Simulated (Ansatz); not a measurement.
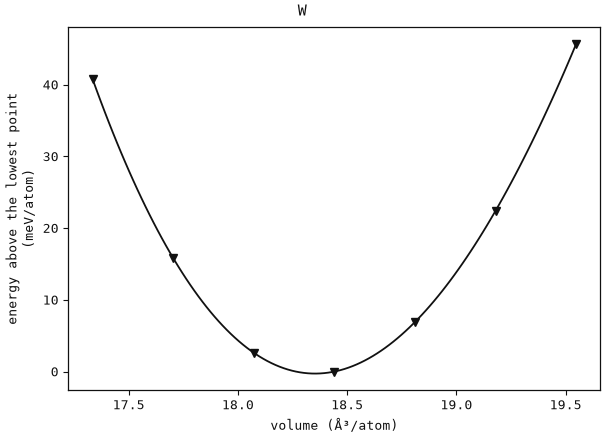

Plotted: energy above the lowest point against volume for W, space group Pm-3m (No. 221) (one of a set of cubic test structures, which need not be the stable phase).

Calculation (Ansatz 0.2.0 development build): equation of state of a cubic crystal from periodic Kohn-Sham density functional theory without spin, third-order Birch-Murnaghan fit to the free energies; pressure corrected for the finite basis. Level: PBE.

structure type simple cubic; atoms in cell 1; space group number 221; lattice centring simple cubic; k mesh 21×21×21; occupation method Fermi–Dirac; occupation width 0.06123 eV; wave cutoff 760 eV; datasets hand-made PAW; density tolerance 1e−09 eV; bands 18; density cutoff ratio 4; search for lower states default.

From this curve and the settings, what does the calculation give for the pressure at the same points?

The pressure falls from 13.6 GPa at volume 17.33 Å³/atom to −11.7 GPa at 19.55 Å³/atom, and changes sign near 18.36 Å³/atom.

```
volume (Å³/atom)  pressure (GPa)
           17.33            13.6
           17.70             8.2
           18.07             3.4
           18.44            -1.0
           18.81            -4.9
           19.18            -8.5
           19.55           -11.7
```

Keep in mind: cubic model structure, not the ambient form; modest k-mesh, values are not fully converged in k.
